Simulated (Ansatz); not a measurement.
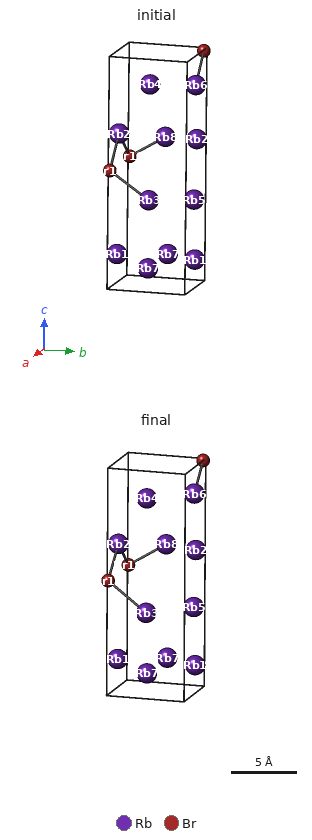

The structure of crystalline Rb₄Br (a generated structure, set up in P1) (coarse preliminary run) before (top) and after (bottom) a relaxation, at one scale.

Style: ball-and-stick. Shown: the cell of the calculation, slightly off an axis.

Theory: Ansatz, DFT PBE, scalar-relativistic, plane waves, PAW.

Input
```yaml
crystal:
  lattice:
    - [6.2059166065, 0.0301915213, -0.1298097031]
    - [0.0301915213, 6.2481872885, -0.0710014349]
    - [-0.3698392592, -0.2022893317, 18.252621452]
  atoms:
    - { symbol: Rb, position: [0.4995124444, -0.0037915117, 0.1207233611] }
    - { symbol: Rb, position: [0.475831549, 0.0015215052, 0.6370850809] }
    - { symbol: Rb, position: [-0.0235372871, 0.5177307898, 0.3936156657] }
    - { symbol: Rb, position: [-0.040888, 0.5160998975, 0.8900722392] }
    - { symbol: Rb, position: [0.5387925963, -0.010954786, 0.380726531] }
    - { symbol: Rb, position: [0.5169893417, -0.0074538385, 0.8713130491] }
    - { symbol: Rb, position: [0.0052131009, 0.5232249663, 0.1030223612] }
    - { symbol: Rb, position: [0.0165042297, 0.4802650012, 0.6058569539] }
    - { symbol: Br, position: [0.013938989, -0.0373036628, -0.012853198] }
    - { symbol: Br, position: [-0.0023569639, 0.020661639, 0.5104379558] }
basis:
  ecutwfc: 420
kpoints:
  mp_grid: { grid: [4, 4, 2] }
hamiltonian:
  xc: pbe
scf:
  occupations: { method: gaussian, width: 0.2 }
  lower_state_search: "off"
output:
  forces: true
  stress: true
  eigenvalues: true
relax:
  adjacent_minimum: "off"
  f_tol: 0.025
  max_steps: 60
  cell: { stress_tol: 0.25 }
```

Launched with:
```bash
ansatz run input.yaml --threads 1 --pin off --max-ram 2048MiB --backend cpu --events-out ev --progress --plain --runs-dir out
```

Q: Describe what moved and what it gained.

A: The run was cut off at its time limit before the relaxation converged, so the last structure is only a point on the way. After 2 geometry steps the energy has fallen by 28.3 meV per atom. Largest force component: 0.32 eV/Å at the start, 0.14 eV/Å at the end. The pressure goes from 0.21 to 0.11 GPa. The atom that moves furthest relative to the cell is Rb3 (0.33 Å along [1 −1 −1]). Largest moves by element: Rb 0.33 Å, Br 0.10 Å. Cell: a 6.207 → 6.290 Å (+1.3 %), b 6.249 → 6.219 Å (−0.5 %), c 18.257 → 17.800 Å (−2.5 %), α 91.3° → 92.3°, β 92.4° → 94.2°, γ 89.4° → 89.6°. Volume −1.9 %. Among the contacts that change: Rb4–Br9 3.285 → 3.477 Å, Rb8–Br10 3.326 → 3.482 Å, Rb5–Br10 4.190 → 4.045 Å, Rb3–Br10 3.805 → 3.889 Å. Among the angles between lasting bonds that change: Br10–Rb5–Br10 104.8° → 110.4°, Br9–Rb4–Br9 119.8° → 114.3°, Br9–Rb6–Br9 111.2° → 115.5°. The space group stays P1 (No. 1).
